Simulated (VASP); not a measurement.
**ZrSe$_{2}$: geometry relaxation (part 2 of 2)**

ZrSe$_{2}$ (slab, 3 atoms in the cell); Kohn-Sham DFT of a periodic cell, PBE, VASP PAW PBE potentials, recommended, no spin polarisation (VASP 6.6.1); cutoff 520 eV, 12×12×1 k-mesh, Gaussian smearing of 0.05 eV. The structure derives from an entry of the Crystallography Open Database.

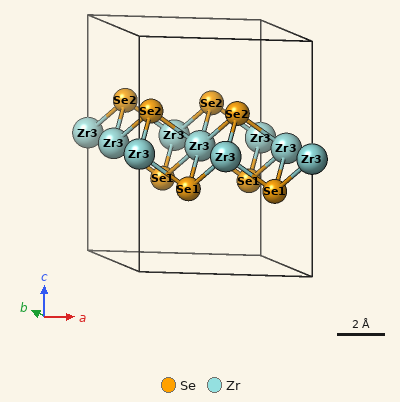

*The geometry at step 2 of the log (ball-and-stick view of the 2 × 2 repeat of the cell, with the vacuum cut short, seen slightly off an axis; atoms are numbered from 1 in the order of the input).*

### Parts of OUTCAR, continued
```
  FORCE on cell =-STRESS in cart. coord.  units (eV):
  Direction    XX          YY          ZZ          XY          YZ          ZX
  --------------------------------------------------------------------------------------
  -------------------------------------------------------------------------------------
  Total        0.6687479      0.6687479      1.1136040     -0.0000000      0.0000000     -0.0000000
  in kB        7.0907254      7.0907254     11.8075288     -0.0000000      0.0000000     -0.0000000
  external PRESSURE =       8.6629932 kB  Pullay stress =       0.0000000 kB

 VOLUME and BASIS-vectors are now :
 -----------------------------------------------------------------------------
  energy-cutoff  :      520.00
  volume of cell :      151.11
      direct lattice vectors                 reciprocal lattice vectors
     3.798000000  0.000000000  0.000000000     0.263296472  0.152014289  0.000000000
    -1.899000000  3.289164480  0.000000000     0.000000000  0.304028578  0.000000000
     0.000000000  0.000000000 12.096000015     0.000000000  0.000000000  0.082671958

 POSITION                                       TOTAL-FORCE (eV/Angst)
 -----------------------------------------------------------------------------------
      1.89900      1.09639      4.50000        -0.000000      0.000000     -0.361787
     -0.00000      2.19278      7.59600         0.000000      0.000000      0.361787
      0.00000      0.00000      6.04800        -0.000000      0.000000      0.000000
 -----------------------------------------------------------------------------------
    total drift:                                0.000000     -0.000000      0.000000

  FREE ENERGIE OF THE ION-ELECTRON SYSTEM (eV)
  ---------------------------------------------------
  free  energy   TOTEN  =       -19.5801957172 eV

  energy  without entropy=      -19.5801957172  energy(sigma->0) =      -19.58019572

--------------------------------------- Ionic step        2  -------------------------------------------

 number of electron      24.0000001 magnetization

------------------------ aborting loop because EDIFF is reached ----------------------------------------

  FORCE on cell =-STRESS in cart. coord.  units (eV):
  Direction    XX          YY          ZZ          XY          YZ          ZX
  --------------------------------------------------------------------------------------
  -------------------------------------------------------------------------------------
  Total        0.3528447      0.3528447      0.5780534     -0.0000000      0.0000000      0.0000000
  in kB        3.7412081      3.7412081      6.1290930     -0.0000000      0.0000000      0.0000000
  external PRESSURE =       4.5371697 kB  Pullay stress =       0.0000000 kB

 VOLUME and BASIS-vectors are now :
 -----------------------------------------------------------------------------
  energy-cutoff  :      520.00
  volume of cell :      151.11
      direct lattice vectors                 reciprocal lattice vectors
     3.798000000  0.000000000  0.000000000     0.263296472  0.152014289  0.000000000
    -1.899000000  3.289164480  0.000000000     0.000000000  0.304028578  0.000000000
     0.000000000  0.000000000 12.096000015     0.000000000  0.000000000  0.082671958

 POSITION                                       TOTAL-FORCE (eV/Angst)
 -----------------------------------------------------------------------------------
      1.89900      1.09639      4.48255        -0.000000      0.000000     -0.186365
     -0.00000      2.19278      7.61345         0.000000     -0.000000      0.186365
      3.79800      0.00000      6.04800        -0.000000      0.000000      0.000000
 -----------------------------------------------------------------------------------
    total drift:                               -0.000000     -0.000000      0.000000

  FREE ENERGIE OF THE ION-ELECTRON SYSTEM (eV)
  ---------------------------------------------------
  free  energy   TOTEN  =       -19.5897378306 eV

  energy  without entropy=      -19.5897378306  energy(sigma->0) =      -19.58973783

--------------------------------------- Ionic step        3  -------------------------------------------

 number of electron      24.0000001 magnetization

------------------------ aborting loop because EDIFF is reached ----------------------------------------

  FORCE on cell =-STRESS in cart. coord.  units (eV):
  Direction    XX          YY          ZZ          XY          YZ          ZX
  --------------------------------------------------------------------------------------
  -------------------------------------------------------------------------------------
  Total        0.0158805      0.0158805     -0.0269724      0.0000000      0.0000000      0.0000000
  in kB        0.1683811      0.1683811     -0.2859881      0.0000000      0.0000000      0.0000000
  external PRESSURE =       0.0169247 kB  Pullay stress =       0.0000000 kB

 VOLUME and BASIS-vectors are now :
 -----------------------------------------------------------------------------
  energy-cutoff  :      520.00
  volume of cell :      151.11
      direct lattice vectors                 reciprocal lattice vectors
     3.798000000  0.000000000  0.000000000     0.263296472  0.152014289  0.000000000
    -1.899000000  3.289164480  0.000000000     0.000000000  0.304028578  0.000000000
     0.000000000  0.000000000 12.096000015     0.000000000  0.000000000  0.082671958

 POSITION                                       TOTAL-FORCE (eV/Angst)
 -----------------------------------------------------------------------------------
      1.89900      1.09639      4.46298         0.000000     -0.000000      0.006613
     -0.00000      2.19278      7.63302        -0.000000      0.000000     -0.006613
      0.00000      0.00000      6.04800        -0.000000      0.000000      0.000000
 -----------------------------------------------------------------------------------
    total drift:                                0.000000     -0.000000      0.000000

  FREE ENERGIE OF THE ION-ELECTRON SYSTEM (eV)
  ---------------------------------------------------
  free  energy   TOTEN  =       -19.5932126492 eV

  energy  without entropy=      -19.5932126492  energy(sigma->0) =      -19.59321265

 dipolmoment           0.000000      0.000000      0.000000 electrons x Angstroem

--------------------------------------- Ionic step        4  -------------------------------------------

 number of electron      24.0000001 magnetization

 dipolmoment           0.000000      0.000000     -0.000000 electrons x Angstroem

 Free energy of the ion-electron system (eV)
  ---------------------------------------------------
  ext. energy  EPLUGINS =         0.00000000
  ---------------------------------------------------
  free energy    TOTEN  =       -19.59321773 eV

  energy without entropy =      -19.59321773  energy(sigma->0) =      -19.59321773

 E-fermi :  -0.3723     XC(G=0):  -5.5994     alpha+bet : -5.2977

 val. band max:       -0.6015048694   @ k =   0.0000   0.0000   0.0000
 cond. band min:      -0.1062808302   @ k =   0.5000   0.0000   0.0000
 fundamental gap:      0.4952240392
 Fermi energy:        -0.3722834443

 k-point     1 :       0.0000    0.0000    0.0000
  band No.  band energies     occupation
      1     -50.0675      2.00000
      2     -28.0995      2.00000
      3     -27.9953      2.00000
      4     -27.9953      2.00000
      5     -13.5008      2.00000
      6     -12.6314      2.00000
      7      -4.6071      2.00000
      8      -3.0795      2.00000
      9      -3.0795      2.00000
     10      -1.7160      2.00000
     11      -0.6015      2.00000
     12      -0.6015      2.00000
     13       0.5236      0.00000
     14       0.5236      0.00000
     15       1.1025      0.00000
     16       3.7520      0.00000

 k-point     2 :       0.0833    0.0000    0.0000
  band No.  band energies     occupation
      1     -50.0667      2.00000
      2     -28.0968      2.00000
      3     -28.0073      2.00000
      4     -27.9979      2.00000
      5     -13.4410      2.00000
      6     -12.6290      2.00000
      7      -4.5214      2.00000
      8      -3.2803      2.00000
      9      -3.0459      2.00000
     10      -1.5305      2.00000
     11      -1.1752      2.00000
     12      -0.8529      2.00000
     13       0.5963      0.00000
     14       0.7983      0.00000
     15       1.2618      0.00000
     16       3.4387      0.00000

 k-point     3 :       0.1667    0.0000    0.0000
  band No.  band energies     occupation
      1     -50.0645      2.00000
      2     -28.0893      2.00000
      3     -28.0398      2.00000
      4     -28.0049      2.00000
      5     -13.2740      2.00000
      6     -12.6213      2.00000
      7      -4.2864      2.00000
      8      -3.6232      2.00000
      9      -2.9677      2.00000
     10      -2.1796      2.00000
     11      -1.3023      2.00000
     12      -1.2555      2.00000
     13       0.4837      0.00000
     14       1.2545      0.00000
     15       1.5790      0.00000
     16       3.0002      0.00000

 k-point     4 :       0.2500    0.0000    0.0000
  band No.  band energies     occupation
      1     -50.0616      2.00000
      2     -28.0863      2.00000
      3     -28.0766      2.00000
      4     -28.0146      2.00000
      5     -13.0397      2.00000
      6     -12.6038      2.00000
      7      -4.0843      2.00000
      8      -3.8052      2.00000
      9      -3.0799      2.00000
     10      -2.9087      2.00000
     11      -1.5463      2.00000
     12      -1.3785      2.00000
     13       0.2634      0.00000
     14       1.6107      0.00000
     15       1.8622      0.00000
     16       3.0764      0.00000

 k-point     5 :       0.3333    0.0000    0.0000
  band No.  band energies     occupation
      1     -50.0587      2.00000
      2     -28.1283      2.00000
      3     -28.0677      2.00000
      4     -28.0242      2.00000
      5     -12.8225      2.00000
      6     -12.5501      2.00000
      7      -4.3938      2.00000
      8      -3.8305      2.00000
      9      -3.2544      2.00000
     10      -2.9262      2.00000
     11      -1.7333      2.00000
     12      -1.6592      2.00000
     13       0.0672      0.00000
     14       1.8239      0.00000
     15       2.0944      0.00000
     16       3.6355      0.00000

 [... the levels of 13 k-points are left out ...]

 k-point    19 :       0.3333    0.3333    0.0000
  band No.  band energies     occupation
      1     -50.0543      2.00000
      2     -28.1161      2.00000
      3     -28.1161      2.00000
      4     -28.0527      2.00000
      5     -12.4693      2.00000
      6     -12.4693      2.00000
      7      -4.0058      2.00000
      8      -4.0058      2.00000
      9      -3.9958      2.00000
     10      -2.6894      2.00000
     11      -2.6894      2.00000
     12      -2.5545      2.00000
     13       1.2558      0.00000
     14       1.8262      0.00000
     15       1.8262      0.00000
     16       3.7810      0.00000

------------------------ aborting loop because EDIFF is reached ----------------------------------------

 vacuum level on the upper side and lower side of the slab       (xc-potential included)        -0.441        -0.441

  FORCE on cell =-STRESS in cart. coord.  units (eV):
  Direction    XX          YY          ZZ          XY          YZ          ZX
  --------------------------------------------------------------------------------------
  -------------------------------------------------------------------------------------
  Total        0.0279947      0.0279947     -0.0041146     -0.0000000     -0.0000000      0.0000000
  in kB        0.2968270      0.2968270     -0.0436270     -0.0000000     -0.0000000      0.0000000
  external PRESSURE =       0.1833423 kB  Pullay stress =       0.0000000 kB

 VOLUME and BASIS-vectors are now :
 -----------------------------------------------------------------------------
  energy-cutoff  :      520.00
  volume of cell :      151.11
      direct lattice vectors                 reciprocal lattice vectors
     3.798000000  0.000000000  0.000000000     0.263296472  0.152014289  0.000000000
    -1.899000000  3.289164480  0.000000000     0.000000000  0.304028578  0.000000000
     0.000000000  0.000000000 12.096000015     0.000000000  0.000000000  0.082671958

 POSITION                                       TOTAL-FORCE (eV/Angst)
 -----------------------------------------------------------------------------------
      1.89900      1.09639      4.46372        -0.000000      0.000000     -0.000711
     -0.00000      2.19278      7.63228         0.000000     -0.000000      0.000711
      0.00000      0.00000      6.04800        -0.000000      0.000000      0.000000
 -----------------------------------------------------------------------------------
    total drift:                                0.000000      0.000000      0.000000

  FREE ENERGIE OF THE ION-ELECTRON SYSTEM (eV)
  ---------------------------------------------------
  free  energy   TOTEN  =       -19.5932177280 eV

  energy  without entropy=      -19.5932177280  energy(sigma->0) =      -19.59321773

 reached required accuracy - stopping structural energy minimisation

 vacuum level on the upper side and lower side of the slab         4.572         4.572
```

### CONTCAR
```
ZrSe2
   1.00000000000000
     3.7980000000000000    0.0000000000000000    0.0000000000000000
    -1.8990000000000000    3.2891644800000002    0.0000000000000000
     0.0000000000000000    0.0000000000000000   12.0960000152999996
  Se              Zr
     2     1
Direct
     0.6666666670000012    0.3333333329999988    0.3690248363662380
     0.3333333329999988    0.6666666670000012    0.6309751636337619
     0.0000000000000000    0.0000000000000000    0.5000000000000000

  0.00000000E+00  0.00000000E+00  0.00000000E+00
  0.00000000E+00  0.00000000E+00  0.00000000E+00
  0.00000000E+00  0.00000000E+00  0.00000000E+00
```

### Trajectory as extended XYZ (Å, eV, eV/Å), 4 frames, from step=0 to step=3
```
3
Lattice="3.7980 0.0000 0.0000 -1.8990 3.2892 0.0000 0.0000 0.0000 12.0960" Properties=species:S:1:pos:R:3:forces:R:3 step=0 energy=-19.58020
Se    1.8990    1.0964    4.5000    0.0000   0.0000  -0.3618
Se    0.0000    2.1928    7.5960    0.0000   0.0000   0.3618
Zr    0.0000    0.0000    6.0480    0.0000   0.0000   0.0000
3
Lattice="3.7980 0.0000 0.0000 -1.8990 3.2892 0.0000 0.0000 0.0000 12.0960" Properties=species:S:1:pos:R:3:forces:R:3 step=1 energy=-19.58974
Se    1.8990    1.0964    4.4825    0.0000   0.0000  -0.1864
Se    0.0000    2.1928    7.6135    0.0000   0.0000   0.1864
Zr    3.7980    0.0000    6.0480    0.0000   0.0000   0.0000
3
Lattice="3.7980 0.0000 0.0000 -1.8990 3.2892 0.0000 0.0000 0.0000 12.0960" Properties=species:S:1:pos:R:3:forces:R:3 step=2 energy=-19.59321
Se    1.8990    1.0964    4.4630    0.0000   0.0000   0.0066
Se    0.0000    2.1928    7.6330    0.0000   0.0000  -0.0066
Zr    0.0000    0.0000    6.0480    0.0000   0.0000   0.0000
3
Lattice="3.7980 0.0000 0.0000 -1.8990 3.2892 0.0000 0.0000 0.0000 12.0960" Properties=species:S:1:pos:R:3:forces:R:3 step=3 energy=-19.59322
Se    1.8990    1.0964    4.4637    0.0000   0.0000  -0.0007
Se    0.0000    2.1928    7.6323    0.0000   0.0000   0.0007
Zr    0.0000    0.0000    6.0480    0.0000   0.0000   0.0000
```

This output came from the following input.

### INCAR
```
ALGO = Fast
DIPOL = 0.5 0.5 0.500
EDIFF = 1E-7
EDIFFG = -0.003
ENCUT = 520
GGA = PE
IBRION = 2
IDIPOL = 3
ISIF = 2
ISMEAR = 0
LASPH = T
LCHARG = F
LDIPOL = T
LREAL = F
LWAVE = F
NELM = 60
NSW = 100
PREC = Accurate
SIGMA = 0.05
```

### KPOINTS
```
k-points
0
Gamma
  12 12 1
```

### POSCAR
```
ZrSe2
1.0
    3.7980000000      0.0000000000      0.0000000000
   -1.8990000000      3.2891644800      0.0000000000
    0.0000000000      0.0000000000     12.0960000153
Se Zr
2 1
Direct
    0.6666666670      0.3333333330      0.3720238091
    0.3333333330      0.6666666670      0.6279761909
    0.0000000000      0.0000000000      0.5000000000
```

Launched with:
```bash
cat potpaw_PBE.64/Se/POTCAR potpaw_PBE.64/Zr_sv/POTCAR > POTCAR
mpirun -np 1 vasp_std > vasp.out
```

### Key numbers

```tsv
quantity	value
outcome	converged
electrons treated	24
free energy	−19.5932 eV
Fermi energy	−0.372 eV
gap on the k-point mesh	0.50 eV
final volume	151.11 Å³
largest force (length of the vector) at the end	0.001 eV/Å
hardware	1 thread of Intel Xeon (Granite Rapids), 128 GiB of memory available, shared host
wall time	2.4 min
peak memory	0.28 GiB
```
